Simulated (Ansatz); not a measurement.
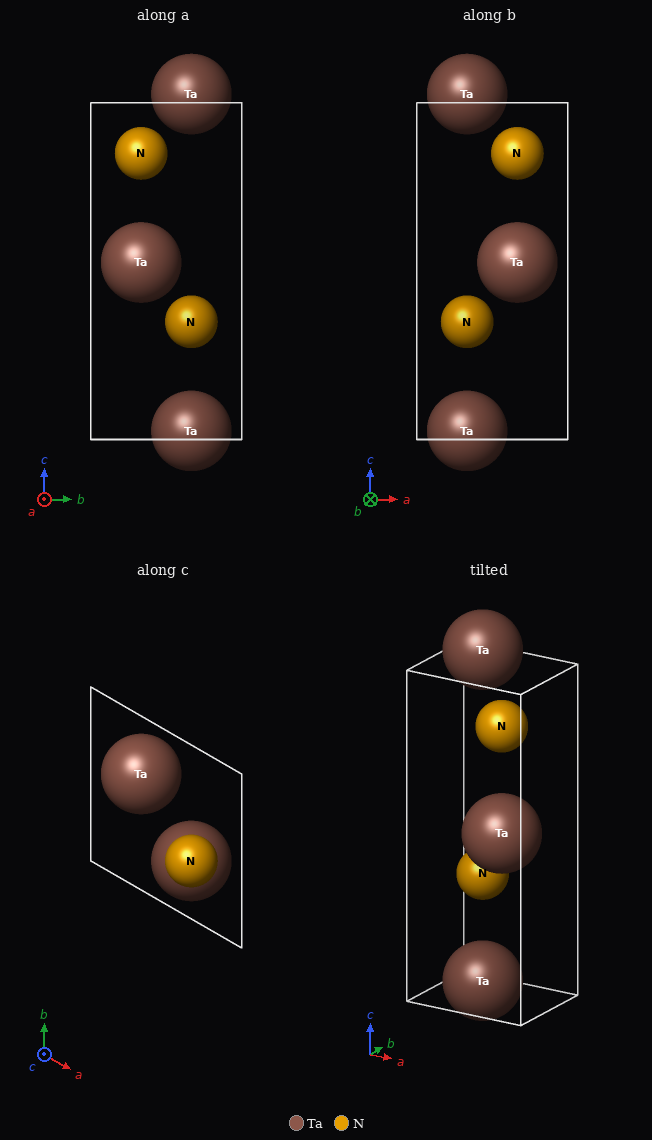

The crystal in a spheres-only representation, seen along the a axis, along the b axis, along the c axis and slightly off an axis. The wireframe shows the conventional unit cell.

Lattice parameters: a = 3.1522 Å, b = 3.1522 Å, c = 6.1043 Å, α = 90.000°, β = 90.000°, γ = 120.000°.

From the views, write a CIF with its space group and independent sites, with free fractional coordinates to two decimals.

Answer.
```cif
data_structure
_symmetry_space_group_name_H-M 'P 63 m c'
_symmetry_Int_Tables_number 186
_cell_length_a 3.1522
_cell_length_b 3.1522
_cell_length_c 6.1043
_cell_angle_alpha 90.000
_cell_angle_beta 90.000
_cell_angle_gamma 120.000
_cell_volume 52.53
loop_
_atom_site_label
_atom_site_type_symbol
_atom_site_symmetry_multiplicity
_atom_site_Wyckoff_symbol
_atom_site_fract_x
_atom_site_fract_y
_atom_site_fract_z
_atom_site_occupancy
Ta1 Ta 2 b 0.3333 0.6667 0.03 1
N1 N 2 b 0.3333 0.6667 0.35 1
```

It goes back to a structure type filled with these elements by a generator (whether the compound takes this form wasn't checked). Relaxation method: DFT PBE, scalar-relativistic, plane waves, PAW in Ansatz.
